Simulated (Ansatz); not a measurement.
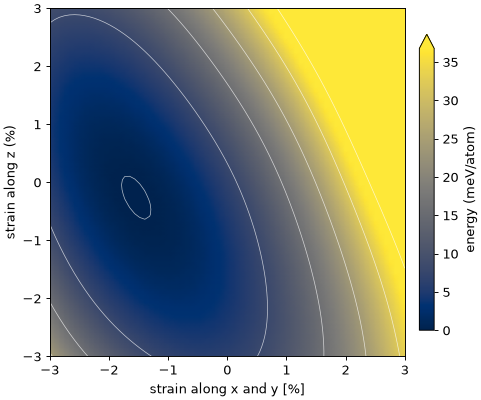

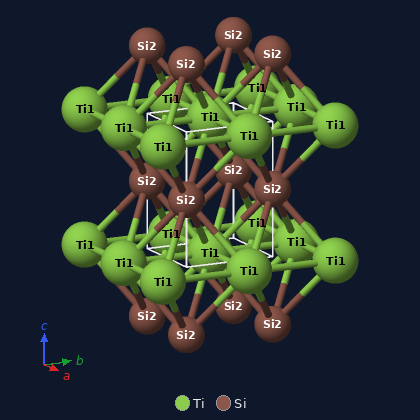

Energy landscape of TiSi (Cmmm, No. 65; 2 atoms in the cell). The cell is strained homogeneously, by one strain along x and y and another along z, with fractional coordinates fixed (x along [1 0 0], z along [0 0 1] of the conventional cell). Coordinates scanned: (1) strain along x and y; (2) strain along z. The grid has 5 × 5 points. Points are written as (first, second). Energies: meV/atom, counted from the lowest grid point. The reference cell is the one listed in the database, not relaxed at this level. Theory: DFT PBEsol, scalar-relativistic, plane waves, PAW (Ansatz). Settings: cutoff 420 eV, k-mesh 18×18×12 in the order of the run's cell vectors, gaussian smearing 0.15 eV, no spin polarisation.

The picture shows a smooth colour map with a few white contour lines, one colour for all values above the top of the scale. Between grid points the surface is interpolated. The second picture is the reference structure.

Where are the wells?

Answer. The lowest grid point is at (−1.5 %, 0.0 %). It is the only kind of minimum in the scanned range. The highest grid point, (3.0 %, 3.0 %), lies 86.4 meV/atom above the lowest. Round the minimum the valley is strongly tilted: raising strain along x and y shifts the best value of strain along z downwards (coupling k₁₂/√(k₁₁k₂₂) about 0.6).
